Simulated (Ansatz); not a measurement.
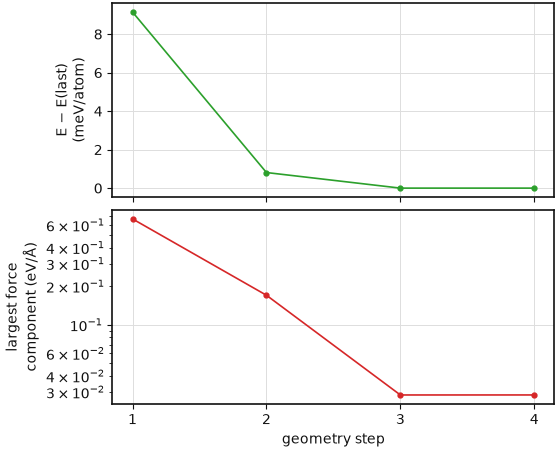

Source: calculation with Ansatz.

History of a geometry optimisation. Only the atoms move.

```
crystal:
  lattice:
    - [3.1881999938, 0.0, 0.0]
    - [-1.5940999969, 2.761062187, 0.0]
    - [0.0, 0.0, 26.6626988054]
  atoms:
    - { symbol: Mg, position: [0.6666666667, 0.3333333333, 0.3187974354] }
    - { symbol: Mg, position: [0.3333333333, 0.6666666667, 0.4145954247] }
    - { symbol: Mg, position: [0.6666666667, 0.3333333333, 0.5089990241] }
    - { symbol: Mg, position: [0.3333333333, 0.6666666667, 0.6063904499] }
    - { symbol: Si, position: [0.3333333333, 0.6666666667, 0.7009045131] }
basis:
  ecutwfc: 420
kpoints:
  mp_grid: { grid: [9, 9, 1] }
hamiltonian:
  xc: pbesol
scf:
  occupations: { method: gaussian, width: 0.1 }
output:
  forces: true
  eigenvalues: true
relax:
  adjacent_minimum: "off"
  f_tol: 0.03
  max_steps: 70
  constraints: [{ sites: [0, 1] }]
efield:
  axis: 3
  dipole_correction: true
```

Question: How did it end, and what did it gain?

Answer: The optimisation met its thresholds at geometry 4, counting the start as the first. The energy fell by about 9.1 meV/atom from the first step to the last. The largest force component goes from about 0.67 eV/Å at the start to 0.028 eV/Å at the end.
